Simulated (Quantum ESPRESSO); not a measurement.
Run report: NiSi, band-structure run

- system: NiSi (Pmmn, 4 atoms in the cell)
- method: Kohn-Sham DFT of a periodic cell, PBE, PseudoDojo 0.4.1 SR PBE standard, spin-polarised (Quantum ESPRESSO 7.5)

The structure derives from a Materials Project entry.

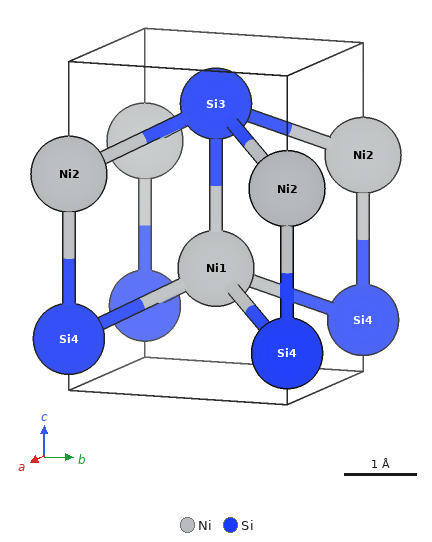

*The structure as given in the input (ball-and-stick view of the cell of the calculation, seen slightly off an axis; atoms are numbered from 1 in the order of the input).*

### Key numbers

- outcome: converged
- space group (tolerance 0.01 Å): Pmmn (59)
- electrons treated: 44
- free energy: −9363.6883 eV
- Fermi energy of the self-consistent step: 16.561 eV
- gap on the k-point mesh: none (metallic)
- net moment of the cell: 0.00 μB
- integrated absolute moment: 0.00 μB
- pressure: 6.70 GPa
- largest force (length of the vector): 0.042 eV/Å
- hardware: 1 thread of Arm Neoverse V1, 24 GiB of memory available, shared host
- wall time: 11 min
- peak memory: 0.4 GiB

### Notes

The cell is under a pressure of 6.7 GPa at this level, so it is not at its equilibrium volume.

### Input
```
&CONTROL
  calculation = 'scf'
  prefix = 'pwscf'
  outdir = './tmp'
  pseudo_dir = './pseudo'
  tprnfor = .true.
  tstress = .true.
  disk_io = 'low'
/
&SYSTEM
  ibrav = 0
  celldm(1) = 8
  nat = 4
  ntyp = 2
  ecutwfc = 98
  nbnd = 34
  occupations = 'smearing'
  smearing = 'fd'
  degauss = 0.00367493
  nspin = 2
  starting_magnetization(1) = 0.0556
  starting_magnetization(2) = 0
/
&ELECTRONS
  conv_thr = 8d-10
  electron_maxstep = 120
  mixing_beta = 0.3
/
ATOMIC_SPECIES
Ni    58.6934 Ni.upf
Si    28.0850 Si.upf
CELL_PARAMETERS alat
  0.6951288243730   0.0000000000000   0.0000000000000
  0.0000000000000   0.7748646087769   0.0000000000000
  0.0000000000000   0.0000000000000   1.1048866673648
ATOMIC_POSITIONS crystal
Ni     0.5000000000    0.5000000000    0.3424955900
Ni     0.0000000000    0.0000000000    0.6575044100
Si     0.5000000000    0.5000000000    0.8431431600
Si     0.0000000000    0.0000000000    0.1568568400
K_POINTS automatic
8 7 5 0 0 0
```

### File bands.in
```
&CONTROL
  calculation = 'bands'
  prefix = 'pwscf'
  outdir = './tmp'
  pseudo_dir = './pseudo'
  disk_io = 'low'
  verbosity = 'high'
/
&SYSTEM
  ibrav = 0
  celldm(1) = 8
  nat = 4
  ntyp = 2
  ecutwfc = 98
  nbnd = 34
  occupations = 'smearing'
  smearing = 'fd'
  degauss = 0.00367493
  nspin = 2
  starting_magnetization(1) = 0.0556
  starting_magnetization(2) = 0
/
&ELECTRONS
  conv_thr = 1d-08
  electron_maxstep = 120
  mixing_beta = 0.3
  diago_full_acc = .true.
  startingwfc = 'random'
/
ATOMIC_SPECIES
Ni    58.6934 Ni.upf
Si    28.0850 Si.upf
CELL_PARAMETERS alat
  0.6951288243730   0.0000000000000   0.0000000000000
  0.0000000000000   0.7748646087769   0.0000000000000
  0.0000000000000   0.0000000000000   1.1048866673648
ATOMIC_POSITIONS crystal
Ni     0.5000000000    0.5000000000    0.3424955900
Ni     0.0000000000    0.0000000000    0.6575044100
Si     0.5000000000    0.5000000000    0.8431431600
Si     0.0000000000    0.0000000000    0.1568568400
K_POINTS crystal
60
 0.0000000000  0.0000000000  0.0000000000 1
 0.1000000000  0.0000000000  0.0000000000 1
 0.2000000000  0.0000000000  0.0000000000 1
 0.3000000000  0.0000000000  0.0000000000 1
 0.4000000000  0.0000000000  0.0000000000 1
 0.5000000000  0.0000000000  0.0000000000 1
 0.5000000000  0.1250000000  0.0000000000 1
 0.5000000000  0.2500000000  0.0000000000 1
 0.5000000000  0.3750000000  0.0000000000 1
 0.5000000000  0.5000000000  0.0000000000 1
 0.4000000000  0.5000000000  0.0000000000 1
 0.3000000000  0.5000000000  0.0000000000 1
 0.2000000000  0.5000000000  0.0000000000 1
 0.1000000000  0.5000000000  0.0000000000 1
 0.0000000000  0.5000000000  0.0000000000 1
 0.0000000000  0.4000000000  0.0000000000 1
 0.0000000000  0.3000000000  0.0000000000 1
 0.0000000000  0.2000000000  0.0000000000 1
 0.0000000000  0.1000000000  0.0000000000 1
 0.0000000000  0.0000000000  0.0000000000 1
 0.0000000000  0.0000000000  0.1666666667 1
 0.0000000000  0.0000000000  0.3333333333 1
 0.0000000000  0.0000000000  0.5000000000 1
 0.0833333333  0.0000000000  0.5000000000 1
 0.1666666667  0.0000000000  0.5000000000 1
 0.2500000000  0.0000000000  0.5000000000 1
 0.3333333333  0.0000000000  0.5000000000 1
 0.4166666667  0.0000000000  0.5000000000 1
 0.5000000000  0.0000000000  0.5000000000 1
 0.5000000000  0.1000000000  0.5000000000 1
 0.5000000000  0.2000000000  0.5000000000 1
 0.5000000000  0.3000000000  0.5000000000 1
 0.5000000000  0.4000000000  0.5000000000 1
 0.5000000000  0.5000000000  0.5000000000 1
 0.4166666667  0.5000000000  0.5000000000 1
 0.3333333333  0.5000000000  0.5000000000 1
 0.2500000000  0.5000000000  0.5000000000 1
 0.1666666667  0.5000000000  0.5000000000 1
 0.0833333333  0.5000000000  0.5000000000 1
 0.0000000000  0.5000000000  0.5000000000 1
 0.0000000000  0.4166666667  0.5000000000 1
 0.0000000000  0.3333333333  0.5000000000 1
 0.0000000000  0.2500000000  0.5000000000 1
 0.0000000000  0.1666666667  0.5000000000 1
 0.0000000000  0.0833333333  0.5000000000 1
 0.0000000000  0.0000000000  0.5000000000 1
 0.0000000000  0.5000000000  0.0000000000 1
 0.0000000000  0.5000000000  0.1250000000 1
 0.0000000000  0.5000000000  0.2500000000 1
 0.0000000000  0.5000000000  0.3750000000 1
 0.0000000000  0.5000000000  0.5000000000 1
 0.5000000000  0.0000000000  0.5000000000 1
 0.5000000000  0.0000000000  0.3750000000 1
 0.5000000000  0.0000000000  0.2500000000 1
 0.5000000000  0.0000000000  0.1250000000 1
 0.5000000000  0.0000000000  0.0000000000 1
 0.5000000000  0.5000000000  0.0000000000 1
 0.5000000000  0.5000000000  0.1666666667 1
 0.5000000000  0.5000000000  0.3333333333 1
 0.5000000000  0.5000000000  0.5000000000 1
```

Launch command:
```bash
OMP_NUM_THREADS=1 pw.x -in pw.in > pw.out
OMP_NUM_THREADS=1 pw.x -in bands.in > bands.out
```

### The program's output
```
This program is part of the open-source Quantum ESPRESSO suite
     for quantum simulation of materials; please cite
         "P. Giannozzi et al., J. Phys.:Condens. Matter 21 395502 (2009);
         "P. Giannozzi et al., J. Phys.:Condens. Matter 29 465901 (2017);
         "P. Giannozzi et al., J. Chem. Phys. 152 154105 (2020);
          URL
     in publications or presentations arising from this work. More details at

     Message from routine setup:
     using ibrav=0 with symmetry is DISCOURAGED, use correct ibrav instead

     G-vector sticks info
     --------------------
     sticks:   dense  smooth     PW     G-vecs:    dense   smooth      PW
     Sum        1081    1081    315                39935    39935    6265

     Using Slab Decomposition

     bravais-lattice index     =            0
     lattice parameter (alat)  =       8.0000  a.u.
     unit-cell volume          =     304.7045 (a.u.)^3
     number of atoms/cell      =            4
     number of atomic types    =            2
     number of electrons       =        44.00
     number of Kohn-Sham states=           34
     kinetic-energy cutoff     =      98.0000  Ry
     charge density cutoff     =     392.0000  Ry
     scf convergence threshold =      8.0E-10
     mixing beta               =       0.3000
     number of iterations used =            8  plain     mixing
     Exchange-correlation= PBE
                           (   1   4   3   4   0   0   0)

     celldm(1)=   8.000000  celldm(2)=   0.000000  celldm(3)=   0.000000
     celldm(4)=   0.000000  celldm(5)=   0.000000  celldm(6)=   0.000000

     crystal axes: (cart. coord. in units of alat)
               a(1) = (   0.695129   0.000000   0.000000 )
               a(2) = (   0.000000   0.774865   0.000000 )
               a(3) = (   0.000000   0.000000   1.104887 )

     reciprocal axes: (cart. coord. in units 2 pi/alat)
               b(1) = (  1.438582  0.000000  0.000000 )
               b(2) = (  0.000000  1.290548  0.000000 )
               b(3) = (  0.000000  0.000000  0.905070 )

     PseudoPot. # 1 for Ni read from file:
     Ni.upf
     Pseudo is Norm-conserving + core correction, Zval = 18.0
     Generated using ONCVPSP code by D. R. Hamann
     Using radial grid of 1372 points,  6 beta functions with:
                l(1) =   0
                l(2) =   0
                l(3) =   1
                l(4) =   1
                l(5) =   2
                l(6) =   2

     PseudoPot. # 2 for Si read from file:
     Si.upf
     Pseudo is Norm-conserving + core correction, Zval =  4.0
     Generated using ONCVPSP code by D. R. Hamann
     Using radial grid of 1510 points,  6 beta functions with:
                l(1) =   0
                l(2) =   0
                l(3) =   1
                l(4) =   1
                l(5) =   2
                l(6) =   2

     atomic species   valence    mass     pseudopotential
     Ni               18.00    58.69340     Ni( 1.00)
     Si                4.00    28.08500     Si( 1.00)

     Starting magnetic structure
     atomic species   magnetization
     Ni              0.056
     Si              0.000

      8 Sym. Ops., with inversion, found ( 4 have fractional translation)

   Cartesian axes

     site n.     atom                  positions (alat units)
         1        Ni     tau(   1) = (   0.3475644   0.3874323   0.3784188  )
         2        Ni     tau(   2) = (   0.0000000   0.0000000   0.7264679  )
         3        Si     tau(   3) = (   0.3475644   0.3874323   0.9315776  )
         4        Si     tau(   4) = (   0.0000000   0.0000000   0.1733090  )

     number of k points=    60  Fermi-Dirac smearing, width (Ry)=  0.0037
                       cart. coord. in units 2pi/alat
        k(    1) = (   0.0000000   0.0000000   0.0000000), wk =   0.0035714
        k(    2) = (   0.0000000   0.0000000   0.1810140), wk =   0.0071429
        k(    3) = (   0.0000000   0.0000000   0.3620281), wk =   0.0071429
        k(    4) = (   0.0000000   0.1843640   0.0000000), wk =   0.0071429
        k(    5) = (   0.0000000   0.1843640   0.1810140), wk =   0.0142857
        k(    6) = (   0.0000000   0.1843640   0.3620281), wk =   0.0142857
        k(    7) = (   0.0000000   0.3687280   0.0000000), wk =   0.0071429
        k(    8) = (   0.0000000   0.3687280   0.1810140), wk =   0.0142857
        k(    9) = (   0.0000000   0.3687280   0.3620281), wk =   0.0142857
        k(   10) = (   0.0000000   0.5530920   0.0000000), wk =   0.0071429
        k(   11) = (   0.0000000   0.5530920   0.1810140), wk =   0.0142857
        k(   12) = (   0.0000000   0.5530920   0.3620281), wk =   0.0142857
        k(   13) = (   0.1798228   0.0000000   0.0000000), wk =   0.0071429
        k(   14) = (   0.1798228   0.0000000   0.1810140), wk =   0.0142857
        k(   15) = (   0.1798228   0.0000000   0.3620281), wk =   0.0142857
        k(   16) = (   0.1798228   0.1843640   0.0000000), wk =   0.0142857
        k(   17) = (   0.1798228   0.1843640   0.1810140), wk =   0.0285714
        k(   18) = (   0.1798228   0.1843640   0.3620281), wk =   0.0285714
        k(   19) = (   0.1798228   0.3687280   0.0000000), wk =   0.0142857
        k(   20) = (   0.1798228   0.3687280   0.1810140), wk =   0.0285714
        k(   21) = (   0.1798228   0.3687280   0.3620281), wk =   0.0285714
        k(   22) = (   0.1798228   0.5530920   0.0000000), wk =   0.0142857
        k(   23) = (   0.1798228   0.5530920   0.1810140), wk =   0.0285714
        k(   24) = (   0.1798228   0.5530920   0.3620281), wk =   0.0285714
        k(   25) = (   0.3596456   0.0000000   0.0000000), wk =   0.0071429
        k(   26) = (   0.3596456   0.0000000   0.1810140), wk =   0.0142857
        k(   27) = (   0.3596456   0.0000000   0.3620281), wk =   0.0142857
        k(   28) = (   0.3596456   0.1843640   0.0000000), wk =   0.0142857
        k(   29) = (   0.3596456   0.1843640   0.1810140), wk =   0.0285714
        k(   30) = (   0.3596456   0.1843640   0.3620281), wk =   0.0285714
        k(   31) = (   0.3596456   0.3687280   0.0000000), wk =   0.0142857
        k(   32) = (   0.3596456   0.3687280   0.1810140), wk =   0.0285714
        k(   33) = (   0.3596456   0.3687280   0.3620281), wk =   0.0285714
        k(   34) = (   0.3596456   0.5530920   0.0000000), wk =   0.0142857
        k(   35) = (   0.3596456   0.5530920   0.1810140), wk =   0.0285714
        k(   36) = (   0.3596456   0.5530920   0.3620281), wk =   0.0285714
        k(   37) = (   0.5394684   0.0000000   0.0000000), wk =   0.0071429
        k(   38) = (   0.5394684   0.0000000   0.1810140), wk =   0.0142857
        k(   39) = (   0.5394684   0.0000000   0.3620281), wk =   0.0142857
        k(   40) = (   0.5394684   0.1843640   0.0000000), wk =   0.0142857
        k(   41) = (   0.5394684   0.1843640   0.1810140), wk =   0.0285714
        k(   42) = (   0.5394684   0.1843640   0.3620281), wk =   0.0285714
        k(   43) = (   0.5394684   0.3687280   0.0000000), wk =   0.0142857
        k(   44) = (   0.5394684   0.3687280   0.1810140), wk =   0.0285714
        k(   45) = (   0.5394684   0.3687280   0.3620281), wk =   0.0285714
        k(   46) = (   0.5394684   0.5530920   0.0000000), wk =   0.0142857
        k(   47) = (   0.5394684   0.5530920   0.1810140), wk =   0.0285714
        k(   48) = (   0.5394684   0.5530920   0.3620281), wk =   0.0285714
        k(   49) = (  -0.7192911   0.0000000   0.0000000), wk =   0.0035714
        k(   50) = (  -0.7192911   0.0000000   0.1810140), wk =   0.0071429
        k(   51) = (  -0.7192911   0.0000000   0.3620281), wk =   0.0071429
        k(   52) = (  -0.7192911   0.1843640   0.0000000), wk =   0.0071429
        k(   53) = (  -0.7192911   0.1843640   0.1810140), wk =   0.0142857
        k(   54) = (  -0.7192911   0.1843640   0.3620281), wk =   0.0142857
        k(   55) = (  -0.7192911   0.3687280   0.0000000), wk =   0.0071429
        k(   56) = (  -0.7192911   0.3687280   0.1810140), wk =   0.0142857
        k(   57) = (  -0.7192911   0.3687280   0.3620281), wk =   0.0142857
        k(   58) = (  -0.7192911   0.5530920   0.0000000), wk =   0.0071429
        k(   59) = (  -0.7192911   0.5530920   0.1810140), wk =   0.0142857
        k(   60) = (  -0.7192911   0.5530920   0.3620281), wk =   0.0142857

     Dense  grid:    39935 G-vectors     FFT dimensions: (  36,  40,  60)

     Generating pointlists ...
     new r_m :   0.2276 (alat units)  1.8207 (a.u.) for type    1
     new r_m :   0.2276 (alat units)  1.8207 (a.u.) for type    2

     Initial potential from superposition of free atoms

     starting charge      43.9983, renormalised to      44.0000
     Starting wfcs are   28 randomized atomic wfcs +    6 random wfcs

     Self-consistent Calculation

     iteration #  1     ecut=    98.00 Ry     beta= 0.30
     Davidson diagonalization with overlap
     ethr =  1.00E-02,  avg # of iterations =  4.3

     Threshold (ethr) on eigenvalues was too large:
     Diagonalizing with lowered threshold

     Davidson diagonalization with overlap
     ethr =  7.94E-04,  avg # of iterations =  1.1

     total energy              =    -688.12778128 Ry
     estimated scf accuracy    <       0.34278549 Ry

     total magnetization       =     0.19 Bohr mag/cell
     absolute magnetization    =     0.49 Bohr mag/cell

     iteration #  2     ecut=    98.00 Ry     beta= 0.30
     Davidson diagonalization with overlap
     ethr =  7.79E-04,  avg # of iterations =  2.2

     total energy              =    -688.17945490 Ry
     estimated scf accuracy    <       0.27248274 Ry

     total magnetization       =     0.24 Bohr mag/cell
     absolute magnetization    =     0.54 Bohr mag/cell

     iteration #  3     ecut=    98.00 Ry     beta= 0.30
     Davidson diagonalization with overlap
     ethr =  6.19E-04,  avg # of iterations =  1.0

     total energy              =    -688.21331043 Ry
     estimated scf accuracy    <       0.03060675 Ry

     total magnetization       =     0.18 Bohr mag/cell
     absolute magnetization    =     0.43 Bohr mag/cell

     iteration #  4     ecut=    98.00 Ry     beta= 0.30
     Davidson diagonalization with overlap
     ethr =  6.96E-05,  avg # of iterations =  2.9

     total energy              =    -688.21770554 Ry
     estimated scf accuracy    <       0.00297441 Ry

     total magnetization       =     0.07 Bohr mag/cell
     absolute magnetization    =     0.20 Bohr mag/cell

     iteration #  5     ecut=    98.00 Ry     beta= 0.30
     Davidson diagonalization with overlap
     ethr =  6.76E-06,  avg # of iterations =  4.2

     total energy              =    -688.21786628 Ry
     estimated scf accuracy    <       0.00186123 Ry

     total magnetization       =     0.06 Bohr mag/cell
     absolute magnetization    =     0.18 Bohr mag/cell

     iteration #  6     ecut=    98.00 Ry     beta= 0.30
     Davidson diagonalization with overlap
     ethr =  4.23E-06,  avg # of iterations =  1.7

     total energy              =    -688.21832711 Ry
     estimated scf accuracy    <       0.00020415 Ry

     total magnetization       =     0.01 Bohr mag/cell
     absolute magnetization    =     0.06 Bohr mag/cell

     iteration #  7     ecut=    98.00 Ry     beta= 0.30
     Davidson diagonalization with overlap
     ethr =  4.64E-07,  avg # of iterations =  1.9

     total energy              =    -688.21836821 Ry
     estimated scf accuracy    <       0.00006623 Ry

     total magnetization       =     0.01 Bohr mag/cell
     absolute magnetization    =     0.03 Bohr mag/cell

     iteration #  8     ecut=    98.00 Ry     beta= 0.30
     Davidson diagonalization with overlap
     ethr =  1.51E-07,  avg # of iterations =  1.0

     total energy              =    -688.21838451 Ry
     estimated scf accuracy    <       0.00001853 Ry

     total magnetization       =     0.01 Bohr mag/cell
     absolute magnetization    =     0.03 Bohr mag/cell

     iteration #  9     ecut=    98.00 Ry     beta= 0.30
     Davidson diagonalization with overlap
     ethr =  4.21E-08,  avg # of iterations =  2.0

     total energy              =    -688.21839602 Ry
     estimated scf accuracy    <       0.00000052 Ry

     total magnetization       =     0.00 Bohr mag/cell
     absolute magnetization    =     0.00 Bohr mag/cell

     iteration # 10     ecut=    98.00 Ry     beta= 0.30
     Davidson diagonalization with overlap
     ethr =  1.18E-09,  avg # of iterations =  2.0

     total energy              =    -688.21839630 Ry
     estimated scf accuracy    <       0.00000038 Ry

     total magnetization       =     0.00 Bohr mag/cell
     absolute magnetization    =     0.00 Bohr mag/cell

     iteration # 11     ecut=    98.00 Ry     beta= 0.30
     Davidson diagonalization with overlap
     ethr =  8.61E-10,  avg # of iterations =  2.0

     total energy              =    -688.21839653 Ry
     estimated scf accuracy    <          9.0E-09 Ry

     total magnetization       =     0.00 Bohr mag/cell
     absolute magnetization    =     0.00 Bohr mag/cell

     iteration # 12     ecut=    98.00 Ry     beta= 0.30
     Davidson diagonalization with overlap
     ethr =  2.05E-11,  avg # of iterations =  2.8

     total energy              =    -688.21839654 Ry
     estimated scf accuracy    <          3.0E-09 Ry

     total magnetization       =     0.00 Bohr mag/cell
     absolute magnetization    =     0.00 Bohr mag/cell

     iteration # 13     ecut=    98.00 Ry     beta= 0.30
     Davidson diagonalization with overlap
     ethr =  6.86E-12,  avg # of iterations =  1.7

     Magnetic moment per site  (integrated on atomic sphere of radius R)
     atom   1 (R=0.228)  charge= 16.4935  magn=  0.0000
     atom   2 (R=0.228)  charge= 16.4935  magn=  0.0000
     atom   3 (R=0.228)  charge=  1.8147  magn=  0.0000
     atom   4 (R=0.228)  charge=  1.8147  magn=  0.0000

     End of self-consistent calculation

     Number of k-points >= 100: set verbosity='high' to print the bands.

     the Fermi energy is    16.5613 ev

!    total energy              =    -688.21839654 Ry
     estimated scf accuracy    <          5.2E-10 Ry
     smearing contrib. (-TS)   =      -0.00058502 Ry
     internal energy E=F+TS    =    -688.21781152 Ry

     The total energy is F=E-TS. E is the sum of the following terms:
     one-electron contribution =    -460.67021292 Ry
     hartree contribution      =     256.91557000 Ry
     xc contribution           =     -92.34388700 Ry
     ewald contribution        =    -392.11928159 Ry

     total magnetization       =     0.00 Bohr mag/cell
     absolute magnetization    =     0.00 Bohr mag/cell

     convergence has been achieved in  13 iterations

     Forces acting on atoms (cartesian axes, Ry/au):

     atom    1 type  1   force =     0.00000000    0.00000000    0.00152623
     atom    2 type  1   force =     0.00000000    0.00000000   -0.00152623
     atom    3 type  2   force =     0.00000000    0.00000000    0.00161762
     atom    4 type  2   force =     0.00000000    0.00000000   -0.00161762

     Total force =     0.003145     Total SCF correction =     0.000113

     Computing stress (Cartesian axis) and pressure

          total   stress  (Ry/bohr**3)                   (kbar)     P=       66.96
   0.00039361   0.00000000   0.00000000           57.90        0.00        0.00
   0.00000000   0.00047310   0.00000000            0.00       69.60        0.00
   0.00000000   0.00000000   0.00049888            0.00        0.00       73.39

=------------------------------------------------------------------------------=
   JOB DONE.
=------------------------------------------------------------------------------=
```

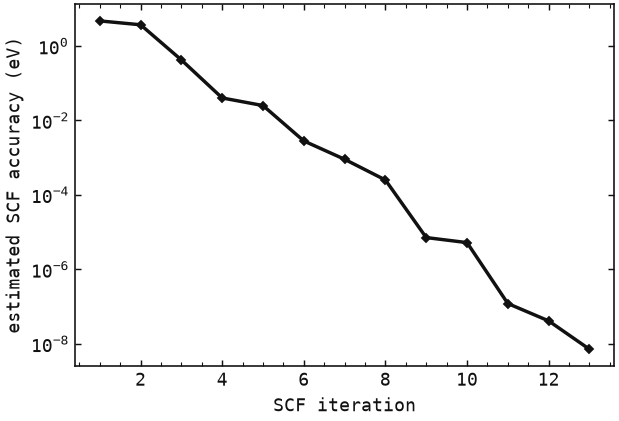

*Convergence of the self-consistent field: estimated SCF accuracy against the iteration.*

The field takes 13 iterations in all.
